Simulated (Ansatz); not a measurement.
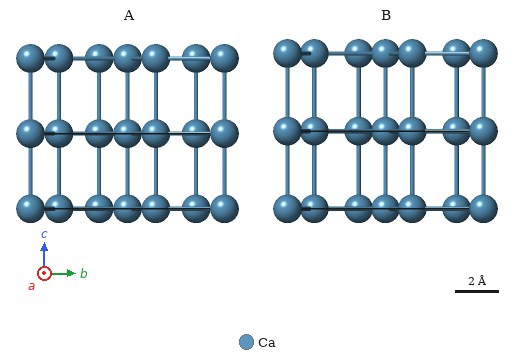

Two geometries of a crystal of Ca (a generated structure, set up in P4/mbm), drawn at one scale. One is the start of a relaxation, the other its converged end. Style: ball-and-stick. Shown: the cell of the calculation, repeated 1 × 1 × 2 with one cell outlined, along the a axis.

Method: DFT PBE, scalar-relativistic, plane waves, PAW (Ansatz). Set-up: plane-wave cutoff 420 eV; k-point mesh 4 × 4 × 10; occupations gaussian; smearing width 0.1 eV; no spin polarisation; cell and atoms relaxed; force threshold 0.01 eV/Å; at most 80 steps.

Which of the two is the end point?

Answer. Structure A is the relaxed one. The energy falls by 14.4 meV per atom in 3 accepted moves (4 points after the start). Largest force component: 0.15 eV/Å at the start, 0.00042 eV/Å at the end. Pressure: −0.39 GPa at the start and −0.01 GPa at the end. The SCF was repeated once at an unchanged geometry on a basis and grid sized afresh for the cell, which shifted the energy by 0.1 meV per atom at most. The largest moves relative to the cell, 0.12 Å, are those of Ca atoms. The volume changes by −5.1 %, with a = b 9.272 → 9.178 Å (−1.0 %), c 3.675 → 3.558 Å (−3.2 %). Some distances before and after: Ca–Ca 3.588 → 3.801 Å, Ca–Ca 3.675 → 3.558 Å, Ca–Ca 3.598 → 3.513 Å. Among the angles between lasting bonds that change: Ca–Ca–Ca 131.3° → 135.0°. The space group stays P4/mbm (No. 127). Cost: 2.2 min on 1 thread of Intel(R) Xeon(R) Platinum 8259CL CPU @ 2.50GHz (Skylake/Cascade Lake), on a shared host, peak memory 0.68 GiB.
